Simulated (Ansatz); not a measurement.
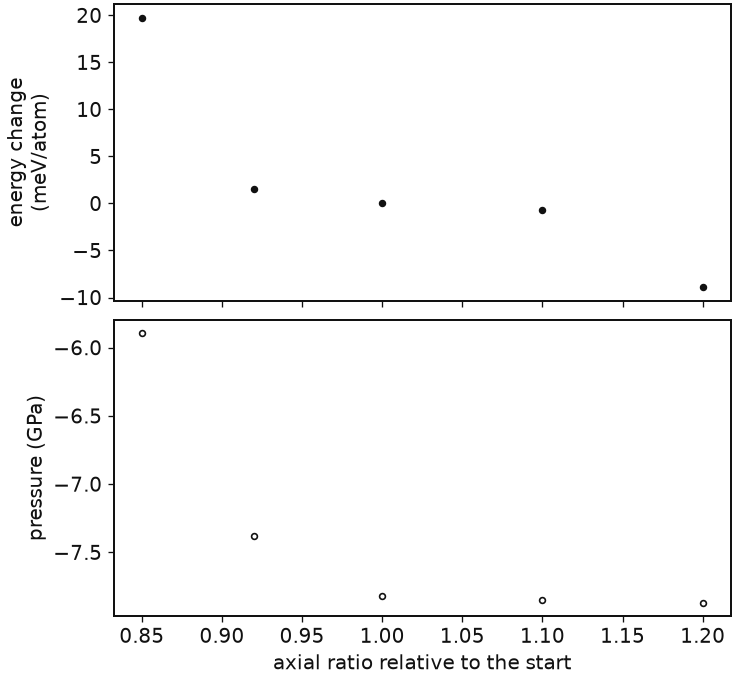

The plot gives the computed energy change and pressure against relative axial ratio for Cu, space group I4/mmm (No. 139).

Cell as given: a = 2.461 Å, b = 2.461 Å, c = 2.461 Å, α = 108.22°, β = 108.22°, γ = 112.01°; 1 atom.

Calculation (Ansatz 0.2.0): deformation of a crystal at fixed volume, lengths along the axis scaled against those across it, fractional coordinates fixed, by plane-wave density functional theory with PAW datasets, free energies less that of the undisturbed cell, pressure positive in compression; scalar-relativistic. Level: LDA, no spin polarisation.

```
       setting                              value
   wave cutoff                             420 eV
        k mesh                           26×26×26
   occupations                           Gaussian
smearing width                            0.15 eV
       k shift             (0, 0, 0) (mesh steps)
         start                           as given
          path                         tetragonal
axis direction  (0, 0, 1) (Cartesian unit vector)
```

Give the values behind the plot as a table.

```tsv
axial ratio relative to the start	energy change (meV/atom)	pressure (GPa)
0.85	19.74	-5.894
0.92	1.49	-7.377
1.00	0.00	-7.820
1.10	-0.67	-7.847
1.20	-8.91	-7.869
```

Caveats: reference crystal is not relaxed; shape and atomic fractions are frozen while scaling, which makes layered, chain and framework solids too stiff.
